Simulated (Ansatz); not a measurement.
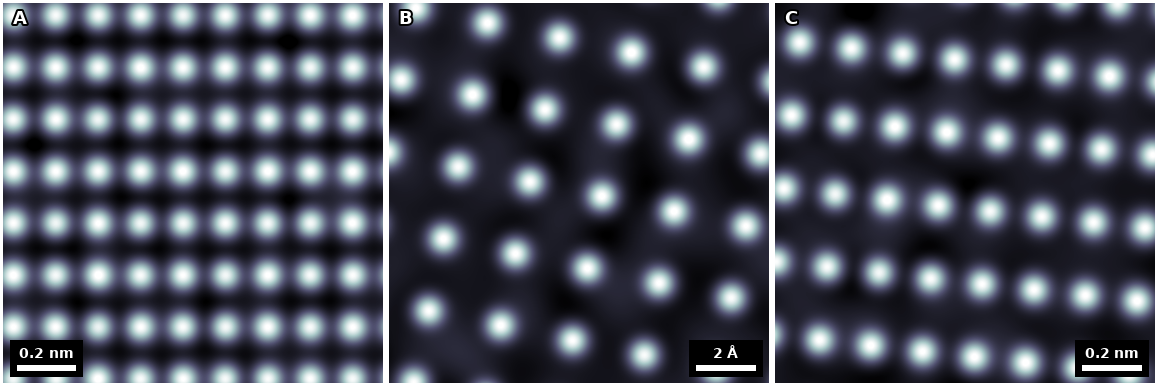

Three views of Rh (Pm-3m, No. 221) along different zone axes. Simulation: incoherent imaging, intensity Z^1.7 per atom, probe width 0.83 Å, thin sample. The display is stretched by a gamma of 0.8; percentages refer to the linear signal. The speckle of an amorphous layer was added. Structure: coordinates from a relaxation with DFT, r2SCAN, plane waves (500 eV) with PAW, scalar-relativistic in Ansatz 0.2.0; the starting structure was generated, so it need not be a known form of this composition.

Space group Pm-3m (No. 221). a = 2.512 Å, b = 2.512 Å, c = 2.512 Å, α = 90.00°, β = 90.00°, γ = 90.00°
| atom | site | symmetry | x | y | z |
| --- | --- | --- | --- | --- | --- |
| Rh | 1a | m-3m | 0.0000 | 0.0000 | 0.0000 |

**Match the panels to the zone axes [001], [110] and [211].**

A is [211]: projected cell 1.45 × 1.78 Å, 90°. B is [001]: projected cell 2.51 × 2.51 Å, 90°, plane group p4mm. C is [110]: projected cell 1.78 × 2.51 Å, 90°, plane group p2mm.
